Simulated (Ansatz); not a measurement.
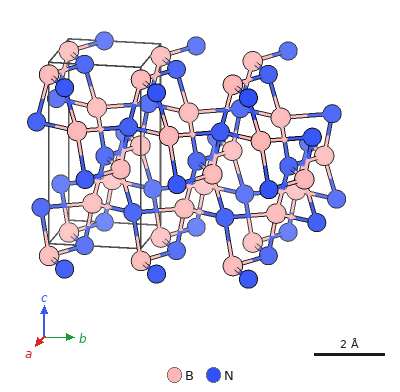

This is the input geometry for a relaxation of solid BN (a generated structure, set up in P4_322) (coarse preliminary run). The picture is a ball-and-stick view of the cell of the calculation, repeated 2 × 3 × 1 with one cell outlined, seen slightly off an axis.

These are results of DFT PBE, scalar-relativistic, plane waves, PAW (Ansatz), not measurements.

The input:
```yaml
crystal:
  lattice:
    - [2.70410469, 0.0, 0.0]
    - [0.0, 2.70410469, 0.0]
    - [0.0, 0.0, 5.39335827]
  atoms:
    - { symbol: B, position: [0.11138201, 0.5, 0.25] }
    - { symbol: B, position: [0.5, 0.88861799, 0.5] }
    - { symbol: B, position: [0.5, 0.11138201, 0.0] }
    - { symbol: B, position: [0.88861799, 0.5, 0.75] }
    - { symbol: "N", position: [0.0, 0.61138201, 0.5] }
    - { symbol: "N", position: [0.38861799, 0.0, 0.25] }
    - { symbol: "N", position: [0.61138201, 0.0, 0.75] }
    - { symbol: "N", position: [0.0, 0.38861799, 0.0] }
basis:
  ecutwfc: 420
kpoints:
  mp_grid: { grid: [6, 6, 4] }
hamiltonian:
  xc: pbe
scf:
  occupations: { method: gaussian, width: 0.1 }
  lower_state_search: "off"
output:
  forces: true
  stress: true
  eigenvalues: true
relax:
  adjacent_minimum: "off"
  f_tol: 0.04
  max_steps: 70
  cell: { stress_tol: 0.4 }
```

Command:
```bash
ansatz run input.yaml --threads 1 --pin off --max-ram 2560MiB --backend cpu --events-out ev --progress --plain --runs-dir out
```

Where does the relaxation end?

The largest moves relative to the cell, 0.11 Å, are those of B1, B2, B3 and B4. B2 goes along −b. Largest moves by element: B 0.11 Å, N 0.07 Å. The drawn cell changes as follows: a = b 2.704 → 3.011 Å (+11.3 %), c 5.393 → 5.729 Å (+6.2 %); the volume changes by +31.7 %. Among the contacts that change: B1–N6 1.546 → 1.703 Å, B1–N5 1.414 → 1.523 Å. Bond angles that change, for instance: N5–B1–N8 155.4° → 146.0°, B1–N6–B2 85.2° → 79.8°, B2–N6–B3 155.4° → 160.0°. The space group stays P4_322 (No. 95). The energy falls by 606 meV per atom in 6 accepted moves (8 points after the start). Largest force component: 2.2 eV/Å at the start, 0.0014 eV/Å at the end. The pressure goes from 141.14 to 0.26 GPa. At 2 points the geometry stayed and the basis and grid were re-selected for the new cell (energy shift of 27.4 meV per atom at most each time).

History of the run:

```tsv
step	E − E(0), meV/atom	largest force component, eV/Å	pressure, GPa	volume, Å³/atom	note
0	0.00	2.2141	141.14	4.930	
1	-478.50	0.8558	48.26	5.654	
2	-570.95	0.2501	9.14	6.151	
3	-573.44	0.3422	1.30	6.273	
4	-574.80	0.0142	0.22	6.303	
5	-602.15	0.0111	5.31	6.303	same geometry, new basis
6	-604.30	0.0757	1.67	6.444	
7	-604.34	0.0013	0.13	6.491	
8	-605.94	0.0014	0.26	6.491	same geometry, new basis
```

The structure at the end:

```
B N
1.0
     3.01071    0.00000    0.00000
     0.00000    3.01071    0.00000
     0.00000    0.00000    5.72867
B N
4 4
Cartesian
  0.4450 1.5054 1.4322
  1.5054 2.5658 2.8643
  1.5054 0.4450 0.0000
  2.5658 1.5054 4.2965
  3.0107 1.7700 2.8643
  1.2407 3.0107 1.4322
  1.7700 3.0107 4.2965
  3.0107 1.2407 0.0000
```

The end point in the same view:

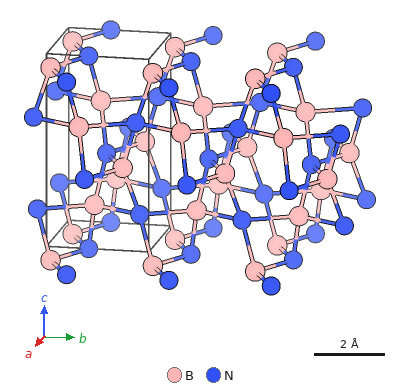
